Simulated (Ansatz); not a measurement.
**MgSe: density, localisation and related maps**

The calculation's input:

```
crystal:
  lattice:
    - [0.0, 2.7255, 2.7255]
    - [2.7255, 0.0, 2.7255]
    - [2.7255, 2.7255, 0.0]
  atoms:
    - { symbol: Mg, position: [0.0, 0.0, 0.0] }
    - { symbol: Se, position: [0.5, 0.5, 0.5] }
basis:
  ecutwfc: 420
kpoints:
  mp_grid: { grid: [8, 8, 8] }
hamiltonian:
  xc: pbe
scf:
  occupations: { method: gaussian, width: 0.02 }
output:
  forces: true
  stress: true
  eigenvalues: true
  write_density: true
  write_potential: true
  elf: true
  volumetric_format: npy
relax:
  adjacent_minimum: "off"
  f_tol: 0.005
  max_steps: 80
  cell: { stress_tol: 0.05 }
```

Run with:

```sh
ansatz run input.yaml --threads 1 --pin off --max-ram 1228MiB --backend cpu --events-out ev --progress --plain --runs-dir out
```

Below, planes, directions and counts refer to the conventional cell (a = 5.51 Å, b = 5.51 Å, c = 5.51 Å, α = 90.00°, β = 90.00°, γ = 90.00°).

The fields are those of the relaxed geometry.

Space group Fm-3m.

Theory: Ansatz, DFT PBE, scalar-relativistic, plane waves, PAW.

The density is the valence pseudo-density of a PAW calculation; it isn't the true density close to the nuclei.

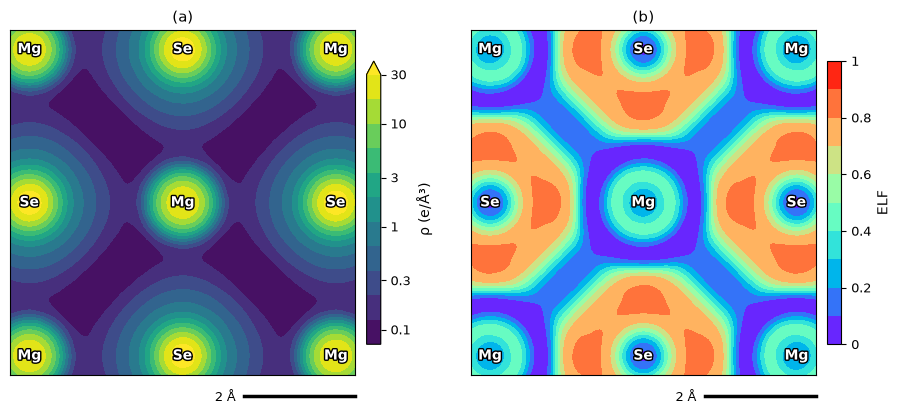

Figure 1. (a) valence charge density (pseudo); (b) electron localisation function on the (100) plane of the conventional cell.

Question: Read the bonding off the picture.

Answer:
- The section cuts through Mg and Se sites.
- Mg–Se (2.75 Å): ρ at the midpoint is about 0.25 e/Å³; the ELF is about 0.75 at the midpoint (a closed-shell, largely ionic contact).
- Between the atoms the lowest density in this plane is 0.07 e/Å³.

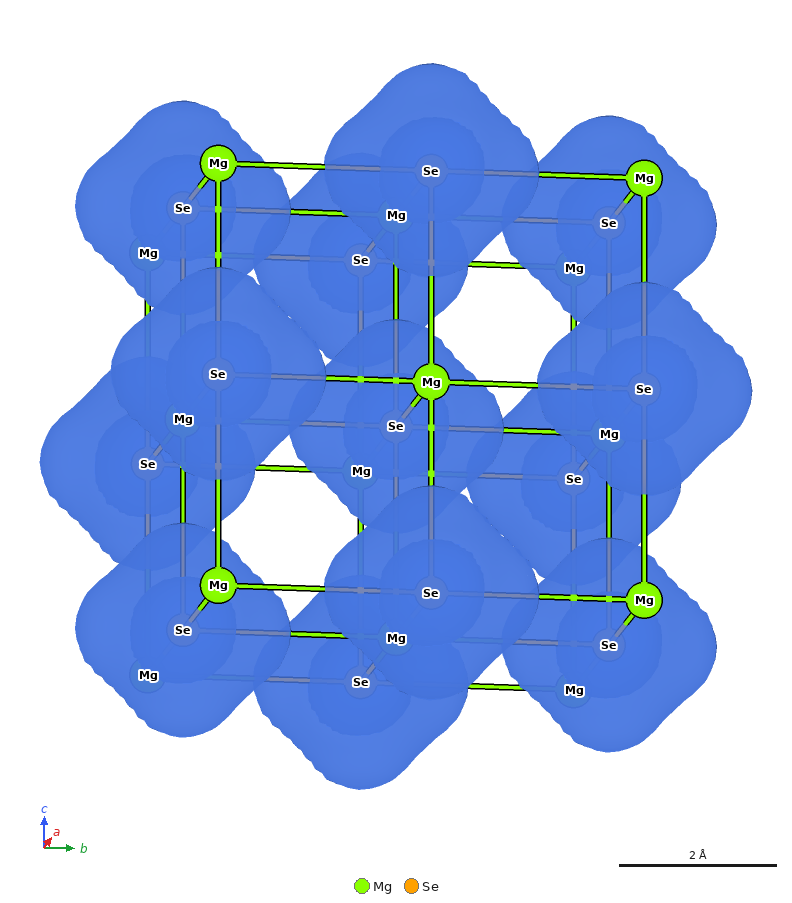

Figure 2. Isosurface of the electron localisation function at 0.75 (blue), seen at an oblique angle. Core shells and regions of very low density are left out. Sticks mark near contacts.

Question: Identify the bonds, lone pairs and shells in this picture.

Answer: At this value the surface marks out four regions wrapped around Se (the valence shell of each), counted in one cell of 8 atoms. Regions shared between cells count once.

Question: Does the calculation give a band gap?

Answer: It is gapped, with a Kohn–Sham gap of 1.8 eV on the k-point mesh, an upper bound to the gap of this method.
